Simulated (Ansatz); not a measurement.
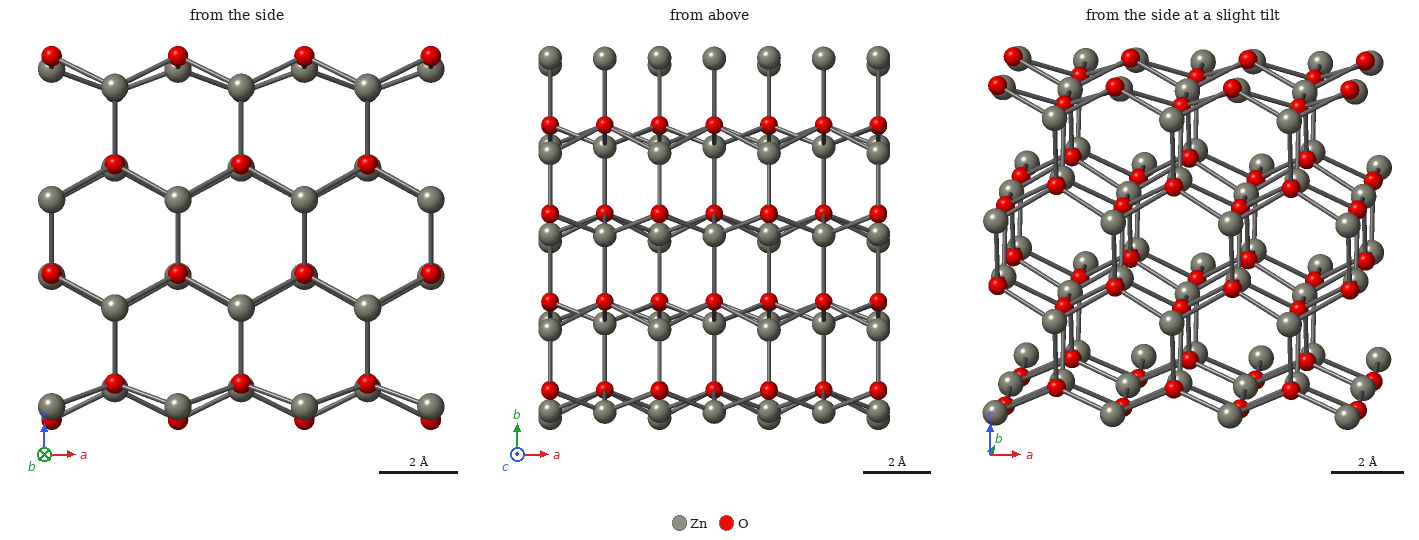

A ball-and-stick picture of a periodic slab, seen from the side, from above and from the side at a slight tilt. The surface normal points up in side views; the vacuum is left out. 3×2 cells are drawn in the plane, with atoms at the edges repeated.

The cell holds 8 Zn, 8 O. The slab was cut from bulk ZnO (P6_3mc).

> Give the thickness from the bottom atom to the top atom.

About 9 Å from the lowest to the highest atom.

> State the number of planes and their content from above.

Eight planes: ZnO / ZnO / ZnO / ZnO / ZnO / ZnO / ZnO / ZnO.

> Which crystal face is exposed?

(1 0 0).

Setup: Ansatz, DFT PBE, scalar-relativistic, plane waves, PAW; wavefunction cutoff 420 eV, k-grid 8×5×1, Gaussian smearing of 0.05 eV, no spin polarisation.

> Place the band edges on the vacuum scale of the top face.

The valence edge lies 5.77 eV below it (ionisation potential) and the conduction edge 4.86 eV (electron affinity). These are Kohn-Sham band edges, only estimates of the true removal and addition energies, and on cut faces they can belong to dangling-bond states in place of the bulk bands.

The model was built from a structure listed in the Materials Project, from which a slab was cut. The atoms were relaxed in a fixed cell with Ansatz, DFT PBE, scalar-relativistic, plane waves, PAW.
